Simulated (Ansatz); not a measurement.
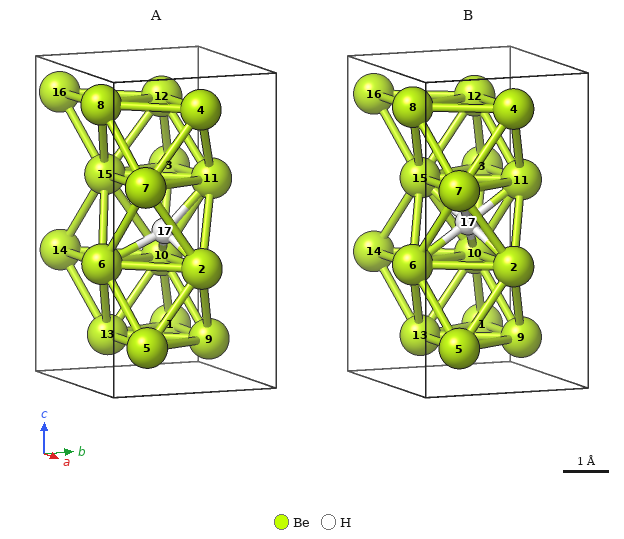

Two geometries of a defect cell of composition Be16H, drawn at one scale. One is the start of a relaxation, the other its converged end. Style: ball-and-stick. Shown: the cell of the calculation (origin shifted), slightly off an axis.

The calculation used DFT LDA, scalar-relativistic, plane waves, PAW (Ansatz). Settings: plane-wave cutoff 420 eV; k-point mesh 2 × 3 × 2; occupations fermi dirac; smearing width 0.1 eV; no spin polarisation; atoms relaxed in a fixed cell; force threshold 0.08 eV/Å; at most 25 steps.

Question: Which one is relaxed?

Answer: Structure A is the relaxed one. It is an interstitial H in hcp Be. The run prepares the start of a later molecular dynamics calculation, from a guessed geometry. After 10 accepted moves (11 points after the start) the energy has fallen by 0.116 eV per cell of the calculation. The largest force component goes from 0.43 to 0.038 eV/Å. The line search rejected the trial step at point 10 of the run. The forces were under the threshold at step 2, but the run went on from there. The atom that moves furthest is H17 (0.28 Å along [1 3 −2]). By element the largest moves are H 0.28 Å, Be 0.11 Å. The cell stays as it was. Near-neighbour distances that change, for instance: Be15–H17 1.579 → 1.942 Å, Be7–H17 1.676 → 1.937 Å, Be2–H17 1.621 → 1.449 Å, Be10–Be15 2.229 → 2.371 Å. Among the angles between lasting bonds that change: Be2–H17–Be10 93.5° → 108.6°, Be2–H17–Be11 88.9° → 98.9°, Be10–H17–Be11 92.6° → 98.7°. The run took 23 s on 1 thread of Arm Neoverse V2 (shared host), peak memory 0.31 GiB.

Limits of the set-up: the k-point mesh is coarse for a cell with partly filled bands; the periodic images lie only 4.0 Å apart, so the values are limited by the cell's size.
